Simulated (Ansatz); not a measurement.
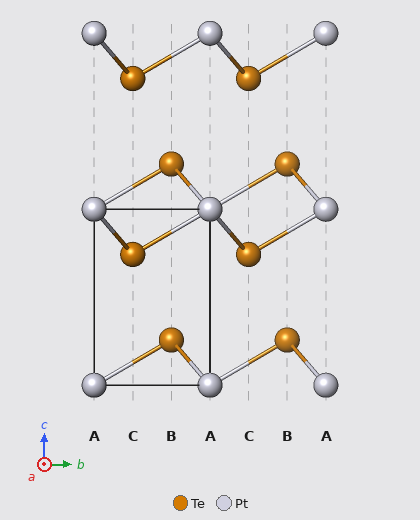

The picture looks along a close-packed row of the hexagonal mesh; c points upwards. The dashed lines mark the three columns A (0, 0), B (1/3, 2/3) and C (2/3, 1/3). The sequence starts with the first layer at or above the cell's origin.

Te2Pt (space group P-3m1, No. 164): a calculation's input that goes back to an entry of the Crystallography Open Database (an earlier step may have relaxed or displaced it).

Question: Read off the stacking sequence over one period.

Answer: Pt(A) – Te(B) – Te(C) (three layers in 5.31 Å).

Question: How are the Te layers alone stacked?

Answer: Te layers alone: BC, the hexagonal close-packed type.

Question: Which positions between or in the Te layers do the other atoms fill?

Answer: Pt: one octahedral site, counted in one hexagonal cell. One of the two gaps between Te layers is empty, 2.58 Å wide.

Question: What short polytype symbol fits?

Answer: Polytype symbol 1T, the symbol of a layered MX2 polytype (number of slabs in the repeat and lattice).
